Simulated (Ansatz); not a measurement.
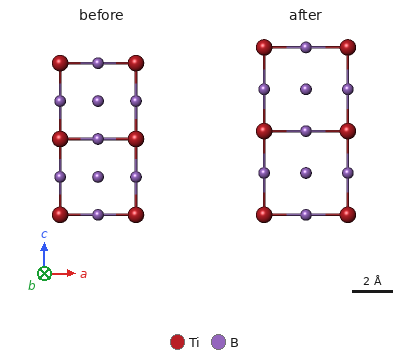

The structure of crystalline TiB₄ (a generated structure, set up in Pm-3m) (coarse preliminary run) before (left) and after (right) a relaxation, at one scale.

A ball-and-stick model of the cell of the calculation, repeated 1 × 1 × 2 with one cell outlined, seen along the b axis.

Method: Ansatz, DFT PBE, scalar-relativistic, plane waves, PAW. Settings: plane-wave cutoff 420 eV; k-point mesh 4 × 4 × 4; occupations gaussian; smearing width 0.1 eV; no spin polarisation; cell and atoms relaxed; force threshold 0.04 eV/Å; at most 70 steps.

Question: Describe what moved and what it gained.

Answer: The atoms keep their places relative to the cell (all moves are under 0.005 Å). The volume changes by +34.5 %, with a = b = c 3.814 → 4.210 Å (+10.4 %). Some distances before and after: B–Ti 1.907 → 2.105 Å. The space group stays Pm-3m (No. 221). After 4 accepted moves (6 points after the start) the energy has fallen by 211 meV per atom. All forces vanish by symmetry, so only the cell relaxes. Pressure: 22.22 GPa at the start and −0.06 GPa at the end. At 2 points the geometry stayed and the basis and grid were re-selected for the new cell (energy shift of 8.5 meV per atom at most each time). The run took 7.3 s on 1 thread of Arm Neoverse V1 (shared host), peak memory 0.31 GiB.

Limits of the set-up: the k-point mesh is coarse for a cell with partly filled bands.
